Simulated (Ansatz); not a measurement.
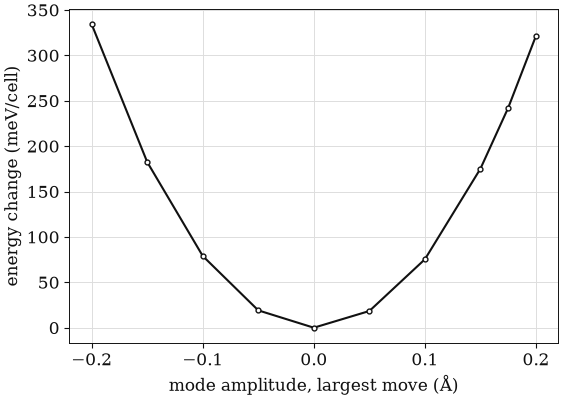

The figure shows the energy change against mode amplitude for Ta₂N, space group P-3m1 (No. 164).

Starting cell:
```xyz
3
Lattice="3.0786 0.0000 0.0000 -1.5393 2.6662 0.0000 0.0000 0.0000 4.8233" Properties=species:S:1:pos:R:3 pbc="T T T"
Ta    1.5393    0.8887    3.5994
Ta    0.0000    1.7774    1.2239
N     0.0000    0.0000    0.0000
```

Displacement pattern for amplitude 1 (x, y, z for each atom, in the order of the cell):
| atom | x | y | z |
| --- | --- | --- | --- |
| Ta1 | 0.00 | −1.00 | 0.00 |
| Ta2 | 0.00 | 1.00 | 0.00 |
| N3 | 0.00 | 0.00 | 0.00 |

Calculation (Ansatz 0.2.0): a normal mode of the cell frozen into a crystal at growing amplitude, by plane-wave density functional theory with PAW datasets, free energies less that of the undisturbed cell, pressure positive in compression; scalar-relativistic. Level: PBEsol, no spin polarisation.

wave cutoff 420 eV; k mesh 18×18×10; occupations Gaussian; smearing width 0.15 eV; k shift (0, 0, 0) (mesh steps); start relaxed.

From this curve and the settings, what does the calculation give for the force along the mode and pressure at the same points?

The force along the mode falls from 3.56 eV/Å at mode amplitude −0.200 Å to −3.42 eV/Å at 0.200 Å, and changes sign near 0.000 Å. The pressure goes from 6.351 GPa at mode amplitude −0.200 Å to 6.106 GPa at 0.200 Å, not monotonically, with a low of 0.009 GPa at 0.000 Å.

| mode amplitude, largest move (Å) | force along the mode (eV/Å) | pressure (GPa) |
| --- | --- | --- |
| −0.200 | 3.56 | 6.351 |
| −0.150 | 2.53 | 3.584 |
| −0.100 | 1.62 | 1.598 |
| −0.050 | 0.78 | 0.402 |
| 0.000 | 0.00 | 0.009 |
| 0.050 | −0.74 | 0.399 |
| 0.100 | −1.55 | 1.582 |
| 0.150 | −2.45 | 3.514 |
| 0.175 | −2.92 | 4.734 |
| 0.200 | −3.42 | 6.106 |

Note: no spin polarisation, a magnetic state may lie lower.
